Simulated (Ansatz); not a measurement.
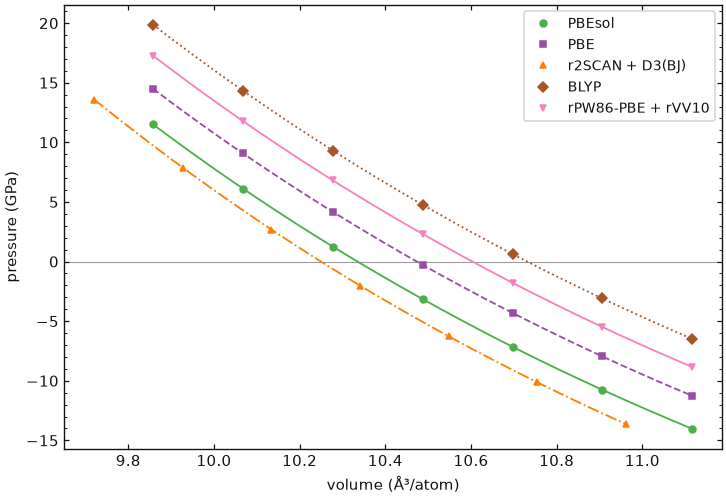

The picture above shows the pressure against volume, with one curve for each functional, for SiC (space group P6_3mc).

Method: plane-wave DFT, no spin polarisation; energies at scaled volumes of the given cell, shape and fractions fixed, counted from the fit's minimum, third-order Birch-Murnaghan fit (Ansatz 0.2.0). All runs: no spin polarisation.

```tsv
setting	value
occupations	Fermi–Dirac
smearing width	0.05 eV
```

Settings that differ: PBEsol: density cutoff 1680 eV, wave cutoff 420 eV, k mesh 10×10×2, potentials Ansatz PAW; PBE: density cutoff 6240 eV, wave cutoff 780 eV, k mesh 10×10×2, potentials JTH PAW; r2SCAN + D3(BJ): density cutoff 2000 eV, wave cutoff 500 eV, k mesh 10×10×5, potentials Ansatz PAW; BLYP: density cutoff 1680 eV, wave cutoff 420 eV, k mesh 10×10×2, potentials Ansatz PAW; rPW86-PBE + rVV10: density cutoff 2100 eV, wave cutoff 420 eV, k mesh 10×10×2, potentials Ansatz PAW.

Order the curves by fitted equilibrium volume, smallest first.

Answer. r2SCAN + D3(BJ) 10.250, PBEsol 10.335, PBE 10.473, rPW86-PBE + rVV10 10.603, BLYP 10.731 Å³/atom.

Order the curves by fitted bulk modulus, smallest first.

Answer. BLYP 197.9, rPW86-PBE + rVV10 205.5, PBE 212.6, PBEsol 221.8, r2SCAN + D3(BJ) 231.3 GPa.

For PBEsol: how does the pressure vary with volume?

Answer. It falls from 11.50 GPa at volume 9.86 Å³/atom to −14.03 GPa at 11.12 Å³/atom, and changes sign near 10.34 Å³/atom.

For PBE: what does the pressure do across the range?

Answer. It falls from 14.49 GPa at volume 9.86 Å³/atom to −11.26 GPa at 11.12 Å³/atom, and changes sign near 10.47 Å³/atom.

Note: the functional was run on potentials made for another functional (BLYP, rPW86-PBE + rVV10); shape and atomic fractions are frozen while scaling, which makes layered, chain and framework solids too stiff.
